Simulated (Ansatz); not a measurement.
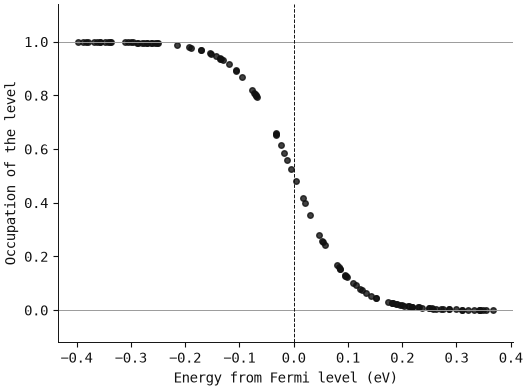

Occupations of the one-electron levels of the k mesh against their energy, from a run on ZrC, space group Imm2, 2 atoms in the cell, with Ansatz.

> Name the smearing function and its width.

Fermi-Dirac smearing with a width of 0.05 eV. The occupations stay between 0 and 1 and have long exponential tails; the slope at the Fermi level is 1/(4 × width).
